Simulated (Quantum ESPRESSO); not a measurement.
**PbTe: band-structure run**

- system: PbTe (Fm-3m, 2 atoms in the cell)
- method: Kohn-Sham DFT of a periodic cell, PBE, SPMS 1.0 PBE, no spin polarisation (Quantum ESPRESSO 7.5)

The structure derives from an entry of the Crystallography Open Database.

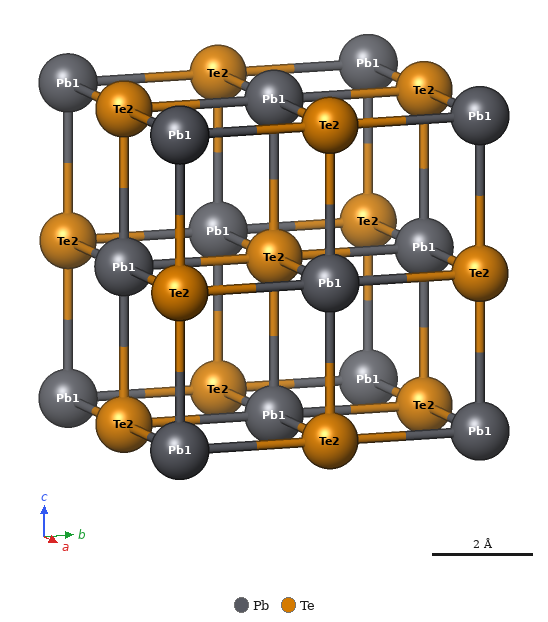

**Figure 1.** The structure as given in the input (ball-and-stick view of the cell 4 times as large as that of the calculation, set on its symmetry axes, seen slightly off an axis; atoms are numbered from 1 in the order of the input). An atom can appear more than once, as a periodic image.

**Input file**
```
&CONTROL
  calculation = 'scf'
  prefix = 'pwscf'
  outdir = './tmp'
  pseudo_dir = './pseudo'
  tprnfor = .true.
  tstress = .true.
  disk_io = 'low'
/
&SYSTEM
  ibrav = 0
  nat = 2
  ntyp = 2
  ecutwfc = 70
  nbnd = 22
  occupations = 'smearing'
  smearing = 'fd'
  degauss = 0.00367493
/
&ELECTRONS
  conv_thr = 4d-10
  electron_maxstep = 120
  mixing_beta = 0.5
/
ATOMIC_SPECIES
Pb   207.2000 82_Pb_14_3.0_3.1_pbe_n_v1.0.upf
Te   127.6000 52_Te_16_2.3_2.3_pbe_n_v1.0.upf
CELL_PARAMETERS angstrom
   0.0000000000    3.2310000000    3.2310000000
   3.2310000000    0.0000000000    3.2310000000
   3.2310000000    3.2310000000    0.0000000000
ATOMIC_POSITIONS angstrom
Pb     0.0000000000    0.0000000000    0.0000000000
Te     3.2310000000    3.2310000000    3.2310000000
K_POINTS automatic
7 7 7 0 0 0
```

**File bands.in**
```
&CONTROL
  calculation = 'bands'
  prefix = 'pwscf'
  outdir = './tmp'
  pseudo_dir = './pseudo'
  disk_io = 'low'
  verbosity = 'high'
/
&SYSTEM
  ibrav = 0
  nat = 2
  ntyp = 2
  ecutwfc = 70
  nbnd = 22
  occupations = 'smearing'
  smearing = 'fd'
  degauss = 0.00367493
/
&ELECTRONS
  conv_thr = 1d-08
  electron_maxstep = 120
  mixing_beta = 0.5
  diago_full_acc = .true.
  startingwfc = 'random'
/
ATOMIC_SPECIES
Pb   207.2000 82_Pb_14_3.0_3.1_pbe_n_v1.0.upf
Te   127.6000 52_Te_16_2.3_2.3_pbe_n_v1.0.upf
CELL_PARAMETERS angstrom
   0.0000000000    3.2310000000    3.2310000000
   3.2310000000    0.0000000000    3.2310000000
   3.2310000000    3.2310000000    0.0000000000
ATOMIC_POSITIONS angstrom
Pb     0.0000000000    0.0000000000    0.0000000000
Te     3.2310000000    3.2310000000    3.2310000000
K_POINTS crystal
60
 0.0000000000  0.0000000000  0.0000000000 1
 0.0625000000  0.0000000000  0.0625000000 1
 0.1250000000  0.0000000000  0.1250000000 1
 0.1875000000  0.0000000000  0.1875000000 1
 0.2500000000  0.0000000000  0.2500000000 1
 0.3125000000  0.0000000000  0.3125000000 1
 0.3750000000  0.0000000000  0.3750000000 1
 0.4375000000  0.0000000000  0.4375000000 1
 0.5000000000  0.0000000000  0.5000000000 1
 0.5000000000  0.0625000000  0.5625000000 1
 0.5000000000  0.1250000000  0.6250000000 1
 0.5000000000  0.1875000000  0.6875000000 1
 0.5000000000  0.2500000000  0.7500000000 1
 0.4375000000  0.3125000000  0.7500000000 1
 0.3750000000  0.3750000000  0.7500000000 1
 0.3375000000  0.3375000000  0.6750000000 1
 0.3000000000  0.3000000000  0.6000000000 1
 0.2625000000  0.2625000000  0.5250000000 1
 0.2250000000  0.2250000000  0.4500000000 1
 0.1875000000  0.1875000000  0.3750000000 1
 0.1500000000  0.1500000000  0.3000000000 1
 0.1125000000  0.1125000000  0.2250000000 1
 0.0750000000  0.0750000000  0.1500000000 1
 0.0375000000  0.0375000000  0.0750000000 1
 0.0000000000  0.0000000000  0.0000000000 1
 0.0625000000  0.0625000000  0.0625000000 1
 0.1250000000  0.1250000000  0.1250000000 1
 0.1875000000  0.1875000000  0.1875000000 1
 0.2500000000  0.2500000000  0.2500000000 1
 0.3125000000  0.3125000000  0.3125000000 1
 0.3750000000  0.3750000000  0.3750000000 1
 0.4375000000  0.4375000000  0.4375000000 1
 0.5000000000  0.5000000000  0.5000000000 1
 0.5250000000  0.4500000000  0.5250000000 1
 0.5500000000  0.4000000000  0.5500000000 1
 0.5750000000  0.3500000000  0.5750000000 1
 0.6000000000  0.3000000000  0.6000000000 1
 0.6250000000  0.2500000000  0.6250000000 1
 0.5833333333  0.2500000000  0.6666666667 1
 0.5416666667  0.2500000000  0.7083333333 1
 0.5000000000  0.2500000000  0.7500000000 1
 0.5000000000  0.2857142857  0.7142857143 1
 0.5000000000  0.3214285714  0.6785714286 1
 0.5000000000  0.3571428571  0.6428571429 1
 0.5000000000  0.3928571429  0.6071428571 1
 0.5000000000  0.4285714286  0.5714285714 1
 0.5000000000  0.4642857143  0.5357142857 1
 0.5000000000  0.5000000000  0.5000000000 1
 0.4821428571  0.4821428571  0.5357142857 1
 0.4642857143  0.4642857143  0.5714285714 1
 0.4464285714  0.4464285714  0.6071428571 1
 0.4285714286  0.4285714286  0.6428571429 1
 0.4107142857  0.4107142857  0.6785714286 1
 0.3928571429  0.3928571429  0.7142857143 1
 0.3750000000  0.3750000000  0.7500000000 1
 0.6250000000  0.2500000000  0.6250000000 1
 0.5937500000  0.1875000000  0.5937500000 1
 0.5625000000  0.1250000000  0.5625000000 1
 0.5312500000  0.0625000000  0.5312500000 1
 0.5000000000  0.0000000000  0.5000000000 1
```

Run as:
```bash
OMP_NUM_THREADS=1 pw.x -in pw.in > pw.out
OMP_NUM_THREADS=1 pw.x -in bands.in > bands.out
```

**Output**
```
This program is part of the open-source Quantum ESPRESSO suite
     for quantum simulation of materials; please cite
         "P. Giannozzi et al., J. Phys.:Condens. Matter 21 395502 (2009);
         "P. Giannozzi et al., J. Phys.:Condens. Matter 29 465901 (2017);
         "P. Giannozzi et al., J. Chem. Phys. 152 154105 (2020);
          URL
     in publications or presentations arising from this work. More details at

     Message from routine setup:
     using ibrav=0 with symmetry is DISCOURAGED, use correct ibrav instead

     G-vector sticks info
     --------------------
     sticks:   dense  smooth     PW     G-vecs:    dense   smooth      PW
     Sum        1417    1417    421                35845    35845    5601

     Using Slab Decomposition

     bravais-lattice index     =            0
     lattice parameter (alat)  =       8.6348  a.u.
     unit-cell volume          =     455.2369 (a.u.)^3
     number of atoms/cell      =            2
     number of atomic types    =            2
     number of electrons       =        30.00
     number of Kohn-Sham states=           22
     kinetic-energy cutoff     =      70.0000  Ry
     charge density cutoff     =     280.0000  Ry
     scf convergence threshold =      4.0E-10
     mixing beta               =       0.5000
     number of iterations used =            8  plain     mixing
     Exchange-correlation= PBE
                           (   1   4   3   4   0   0   0)

     celldm(1)=   8.634771  celldm(2)=   0.000000  celldm(3)=   0.000000
     celldm(4)=   0.000000  celldm(5)=   0.000000  celldm(6)=   0.000000

     crystal axes: (cart. coord. in units of alat)
               a(1) = (   0.000000   0.707107   0.707107 )
               a(2) = (   0.707107   0.000000   0.707107 )
               a(3) = (   0.707107   0.707107   0.000000 )

     reciprocal axes: (cart. coord. in units 2 pi/alat)
               b(1) = ( -0.707107  0.707107  0.707107 )
               b(2) = (  0.707107 -0.707107  0.707107 )
               b(3) = (  0.707107  0.707107 -0.707107 )

     PseudoPot. # 1 for Pb read from file:
     82_Pb_14_3.0_3.1_pbe_n_v1.0.upf
     Pseudo is Norm-conserving + core correction, Zval = 14.0
     Generated using ONCVPSP code by D. R. Hamann
     Using radial grid of 1692 points,  6 beta functions with:
                l(1) =   0
                l(2) =   0
                l(3) =   1
                l(4) =   1
                l(5) =   2
                l(6) =   2

     PseudoPot. # 2 for Te read from file:
     52_Te_16_2.3_2.3_pbe_n_v1.0.upf
     Pseudo is Norm-conserving + core correction, Zval = 16.0
     Generated using ONCVPSP code by D. R. Hamann
     Using radial grid of 1294 points,  6 beta functions with:
                l(1) =   0
                l(2) =   0
                l(3) =   1
                l(4) =   1
                l(5) =   2
                l(6) =   2

     atomic species   valence    mass     pseudopotential
     Pb               14.00   207.20000     Pb( 1.00)
     Te               16.00   127.60000     Te( 1.00)

     48 Sym. Ops., with inversion, found

   Cartesian axes

     site n.     atom                  positions (alat units)
         1        Pb     tau(   1) = (   0.0000000   0.0000000   0.0000000  )
         2        Te     tau(   2) = (   0.7071068   0.7071068   0.7071068  )

     number of k points=    20  Fermi-Dirac smearing, width (Ry)=  0.0037
                       cart. coord. in units 2pi/alat
        k(    1) = (   0.0000000   0.0000000   0.0000000), wk =   0.0058309
        k(    2) = (   0.1010153   0.1010153  -0.1010153), wk =   0.0466472
        k(    3) = (   0.2020305   0.2020305  -0.2020305), wk =   0.0466472
        k(    4) = (   0.3030458   0.3030458  -0.3030458), wk =   0.0466472
        k(    5) = (   0.2020305  -0.0000000   0.0000000), wk =   0.0349854
        k(    6) = (   0.3030458   0.1010153  -0.1010153), wk =   0.1399417
        k(    7) = (   0.4040610   0.2020305  -0.2020305), wk =   0.1399417
        k(    8) = (  -0.2020305  -0.4040610   0.4040610), wk =   0.1399417
        k(    9) = (  -0.1010153  -0.3030458   0.3030458), wk =   0.1399417
        k(   10) = (  -0.0000000  -0.2020305   0.2020305), wk =   0.0699708
        k(   11) = (   0.4040610  -0.0000000   0.0000000), wk =   0.0349854
        k(   12) = (   0.5050763   0.1010153  -0.1010153), wk =   0.1399417
        k(   13) = (  -0.1010153  -0.5050763   0.5050763), wk =   0.1399417
        k(   14) = (   0.0000000  -0.4040610   0.4040610), wk =   0.0699708
        k(   15) = (   0.6060915  -0.0000000   0.0000000), wk =   0.0349854
        k(   16) = (  -0.0000000  -0.6060915   0.6060915), wk =   0.0699708
        k(   17) = (   0.4040610   0.2020305   0.0000000), wk =   0.1399417
        k(   18) = (  -0.2020305  -0.4040610   0.6060915), wk =   0.2798834
        k(   19) = (  -0.1010153  -0.5050763   0.7071068), wk =   0.1399417
        k(   20) = (   0.0000000  -0.4040610   0.6060915), wk =   0.1399417

     Dense  grid:    35845 G-vectors     FFT dimensions: (  45,  45,  45)

     Initial potential from superposition of free atoms

     starting charge      29.9977, renormalised to      30.0000
     Starting wfcs are   18 randomized atomic wfcs +    4 random wfcs

     Self-consistent Calculation

     iteration #  1     ecut=    70.00 Ry     beta= 0.50
     Davidson diagonalization with overlap
     ethr =  1.00E-02,  avg # of iterations =  4.8

     Threshold (ethr) on eigenvalues was too large:
     Diagonalizing with lowered threshold

     Davidson diagonalization with overlap
     ethr =  1.13E-04,  avg # of iterations =  4.3

     total energy              =    -324.65748069 Ry
     estimated scf accuracy    <       0.03314871 Ry

     iteration #  2     ecut=    70.00 Ry     beta= 0.50
     Davidson diagonalization with overlap
     ethr =  1.10E-04,  avg # of iterations =  2.0

     total energy              =    -324.66508000 Ry
     estimated scf accuracy    <       0.00234889 Ry

     iteration #  3     ecut=    70.00 Ry     beta= 0.50
     Davidson diagonalization with overlap
     ethr =  7.83E-06,  avg # of iterations =  4.3

     total energy              =    -324.66551897 Ry
     estimated scf accuracy    <       0.00037912 Ry

     iteration #  4     ecut=    70.00 Ry     beta= 0.50
     Davidson diagonalization with overlap
     ethr =  1.26E-06,  avg # of iterations =  2.9

     total energy              =    -324.66554765 Ry
     estimated scf accuracy    <       0.00001160 Ry

     iteration #  5     ecut=    70.00 Ry     beta= 0.50
     Davidson diagonalization with overlap
     ethr =  3.87E-08,  avg # of iterations =  2.3

     total energy              =    -324.66555096 Ry
     estimated scf accuracy    <       0.00000147 Ry

     iteration #  6     ecut=    70.00 Ry     beta= 0.50
     Davidson diagonalization with overlap
     ethr =  4.89E-09,  avg # of iterations =  2.0

     total energy              =    -324.66555124 Ry
     estimated scf accuracy    <       0.00000003 Ry

     iteration #  7     ecut=    70.00 Ry     beta= 0.50
     Davidson diagonalization with overlap
     ethr =  1.04E-10,  avg # of iterations =  4.5

     total energy              =    -324.66555125 Ry
     estimated scf accuracy    <          8.4E-09 Ry

     iteration #  8     ecut=    70.00 Ry     beta= 0.50
     Davidson diagonalization with overlap
     ethr =  2.80E-11,  avg # of iterations =  2.0

     End of self-consistent calculation

          k = 0.0000 0.0000 0.0000 (  4573 PWs)   bands (ev):

   -26.3129 -26.3129 -26.3080 -26.3080 -26.3080  -6.8310  -6.8310  -6.8260
    -6.8260  -6.8260  -2.1307   4.2915   8.5505   8.5505   8.5505  13.9894
    13.9894  13.9894  15.7191  15.7191  15.7191  17.4497

          k = 0.1010 0.1010-0.1010 (  4510 PWs)   bands (ev):

   -26.3128 -26.3128 -26.3080 -26.3080 -26.3080  -6.8337  -6.8337  -6.8255
    -6.8230  -6.8230  -1.9563   3.7385   8.6018   8.6018   8.8508  13.0328
    13.2429  13.2429  15.5701  16.1056  16.1056  18.5926

          k = 0.2020 0.2020-0.2020 (  4531 PWs)   bands (ev):

   -26.3127 -26.3127 -26.3079 -26.3078 -26.3078  -6.8407  -6.8407  -6.8245
    -6.8155  -6.8155  -1.4640   2.5742   8.7604   8.7604   9.3542  11.7188
    12.0770  12.0770  16.1298  17.1533  17.1533  20.6603

          k = 0.3030 0.3030-0.3030 (  4494 PWs)   bands (ev):

   -26.3127 -26.3127 -26.3078 -26.3076 -26.3076  -6.8464  -6.8464  -6.8239
    -6.8093  -6.8093  -0.8388   1.5110   8.9630   8.9630   9.7811  10.7992
    11.2850  11.2850  17.6307  18.7145  18.7145  19.9573

          k = 0.2020-0.0000 0.0000 (  4512 PWs)   bands (ev):

   -26.3128 -26.3128 -26.3081 -26.3079 -26.3079  -6.8397  -6.8289  -6.8278
    -6.8214  -6.8214  -1.8986   3.6810   8.2197   8.2197   9.4843  11.8623
    14.0528  14.0528  14.7530  16.7584  16.7584  17.8583

          k = 0.3030 0.1010-0.1010 (  4523 PWs)   bands (ev):

   -26.3128 -26.3127 -26.3080 -26.3077 -26.3077  -6.8489  -6.8316  -6.8275
    -6.8167  -6.8142  -1.5139   2.9073   8.0606   8.1423   9.2131  11.6797
    13.3941  13.5322  14.8157  17.5713  17.8346  19.2407

          k = 0.4041 0.2020-0.2020 (  4513 PWs)   bands (ev):

   -26.3128 -26.3126 -26.3079 -26.3076 -26.3075  -6.8548  -6.8386  -6.8241
    -6.8128  -6.8081  -0.9168   1.8889   8.0907   8.2045   8.6767  12.0103
    12.5452  12.6700  15.8021  18.9036  19.2998  19.9268

          k =-0.2020-0.4041 0.4041 (  4498 PWs)   bands (ev):

   -26.3127 -26.3126 -26.3078 -26.3076 -26.3075  -6.8531  -6.8438  -6.8216
    -6.8111  -6.8083  -0.6239   1.4516   7.6059   8.6272   9.0805  11.5029
    11.7291  13.0886  17.3819  18.1270  18.5832  20.5037

          k =-0.1010-0.3030 0.3030 (  4522 PWs)   bands (ev):

   -26.3127 -26.3127 -26.3078 -26.3077 -26.3076  -6.8449  -6.8438  -6.8226
    -6.8144  -6.8121  -1.1206   2.1494   7.4750   9.0719   9.6674  11.1205
    11.4098  13.7360  16.2981  17.0589  19.3665  19.5890

          k =-0.0000-0.2020 0.2020 (  4519 PWs)   bands (ev):

   -26.3128 -26.3128 -26.3080 -26.3079 -26.3078  -6.8393  -6.8362  -6.8250
    -6.8209  -6.8168  -1.6752   3.1117   7.8552   9.0161   9.5086  11.7460
    12.0225  13.9887  15.6897  16.1998  17.5800  18.2529

          k = 0.4041-0.0000 0.0000 (  4528 PWs)   bands (ev):

   -26.3129 -26.3126 -26.3082 -26.3075 -26.3075  -6.8648  -6.8319  -6.8242
    -6.8108  -6.8108  -1.2623   2.8861   7.5866   7.5866   7.8349  13.1802
    13.7673  14.5782  14.5782  18.6139  18.8381  19.0455

          k = 0.5051 0.1010-0.1010 (  4498 PWs)   bands (ev):

   -26.3130 -26.3126 -26.3081 -26.3074 -26.3074  -6.8746  -6.8310  -6.8265
    -6.8073  -6.8052  -0.8022   2.3696   6.7272   7.4897   7.6073  13.6495
    14.2222  14.3166  14.6692  19.6154  20.0923  20.2489

          k =-0.1010-0.5051 0.5051 (  4484 PWs)   bands (ev):

   -26.3129 -26.3126 -26.3079 -26.3075 -26.3074  -6.8713  -6.8335  -6.8244
    -6.8097  -6.8051  -0.4315   1.7862   6.2177   7.7991   8.0585  13.0537
    13.2107  15.1362  15.4422  18.5056  19.0035  21.0419

          k = 0.0000-0.4041 0.4041 (  4502 PWs)   bands (ev):

   -26.3128 -26.3126 -26.3077 -26.3076 -26.3075  -6.8581  -6.8405  -6.8164
    -6.8162  -6.8099  -0.6256   1.7749   6.4632   8.4512   8.8212  12.0633
    12.1154  14.8956  17.3131  17.4466  17.6583  19.7135

          k = 0.6061-0.0000 0.0000 (  4488 PWs)   bands (ev):

   -26.3131 -26.3125 -26.3083 -26.3072 -26.3072  -6.8900  -6.8353  -6.8205
    -6.8017  -6.8017  -0.5722   2.6040   5.7389   7.1549   7.1549  13.2606
    15.2533  15.2533  16.0073  19.8491  19.9986  21.4423

          k =-0.0000-0.6061 0.6061 (  4478 PWs)   bands (ev):

   -26.3131 -26.3125 -26.3082 -26.3073 -26.3072  -6.8882  -6.8325  -6.8237
    -6.8028  -6.8015  -0.4043   2.3240   5.5232   7.2629   7.3602  13.5797
    14.6667  14.8606  16.3174  19.8459  20.1117  21.0526

          k = 0.4041 0.2020 0.0000 (  4505 PWs)   bands (ev):

   -26.3128 -26.3126 -26.3080 -26.3076 -26.3075  -6.8588  -6.8332  -6.8268
    -6.8110  -6.8109  -1.0736   2.3662   7.1821   8.0011   8.7898  12.2485
    12.8458  14.1831  15.3264  18.3143  18.8753  19.7621

          k =-0.2020-0.4041 0.6061 (  4487 PWs)   bands (ev):

   -26.3129 -26.3126 -26.3078 -26.3076 -26.3074  -6.8636  -6.8376  -6.8215
    -6.8135  -6.8059  -0.5642   1.7606   6.8469   7.2024   9.3403  11.4408
    13.6960  14.3796  16.0654  17.7636  19.4054  20.4134

          k =-0.1010-0.5051 0.7071 (  4512 PWs)   bands (ev):

   -26.3130 -26.3125 -26.3081 -26.3074 -26.3072  -6.8803  -6.8291  -6.8280
    -6.8077  -6.8017  -0.4610   2.1491   5.9789   6.7345   8.3458  13.0378
    14.0320  15.5479  15.6832  18.5571  20.1918  21.0590

          k = 0.0000-0.4041 0.6061 (  4490 PWs)   bands (ev):

   -26.3130 -26.3125 -26.3078 -26.3076 -26.3072  -6.8740  -6.8337  -6.8216
    -6.8146  -6.8018  -0.3318   1.8638   5.9972   6.6257   9.2125  11.8369
    14.6074  15.4165  16.0510  17.2506  20.3641  20.8185

     the Fermi energy is    10.2970 ev

!    total energy              =    -324.66555125 Ry
     estimated scf accuracy    <          2.5E-10 Ry
     smearing contrib. (-TS)   =      -0.00000017 Ry
     internal energy E=F+TS    =    -324.66555108 Ry

     The total energy is F=E-TS. E is the sum of the following terms:
     one-electron contribution =    -107.08952891 Ry
     hartree contribution      =      67.42169110 Ry
     xc contribution           =     -75.31202224 Ry
     ewald contribution        =    -209.68569103 Ry

     convergence has been achieved in   8 iterations

     Forces acting on atoms (cartesian axes, Ry/au):

     atom    1 type  1   force =    -0.00000000    0.00000000    0.00000000
     atom    2 type  2   force =    -0.00000000   -0.00000000    0.00000000

     Total force =     0.000000     Total SCF correction =     0.000000

     Computing stress (Cartesian axis) and pressure

          total   stress  (Ry/bohr**3)                   (kbar)     P=       20.59
   0.00013998  -0.00000000  -0.00000000           20.59       -0.00       -0.00
  -0.00000000   0.00013998   0.00000000           -0.00       20.59        0.00
  -0.00000000   0.00000000   0.00013998           -0.00        0.00       20.59

=------------------------------------------------------------------------------=
   JOB DONE.
=------------------------------------------------------------------------------=
```

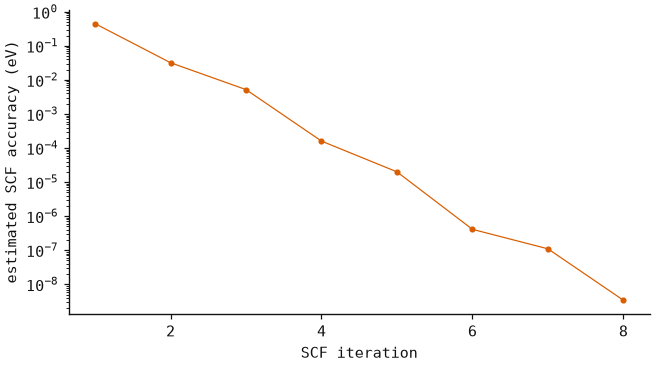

**Figure 2.** Convergence of the self-consistent field: estimated SCF accuracy against the iteration. The field takes 8 iterations in all.

**Results in brief**

```json
{"quantity": "outcome", "value": "converged"}
{"quantity": "space group (tolerance 0.01 Å)", "value": "Fm-3m (225)"}
{"quantity": "electrons treated", "value": "30"}
{"quantity": "free energy", "value": "−4417.2999 eV"}
{"quantity": "Fermi energy", "value": "10.297 eV"}
{"quantity": "gap on the k-point mesh", "value": "1.02 eV"}
{"quantity": "gap on the band path", "value": "0.74 eV"}
{"quantity": "pressure", "value": "2.06 GPa"}
{"quantity": "largest force (length of the vector)", "value": "under 0.001 eV/Å"}
{"quantity": "hardware", "value": "1 thread of Arm Neoverse V1, 24 GiB of memory available, shared host"}
{"quantity": "wall time", "value": "2.1 min"}
{"quantity": "peak memory", "value": "0.13 GiB"}
```

**Remarks**

Spin–orbit coupling is left out, which matters for Pb.
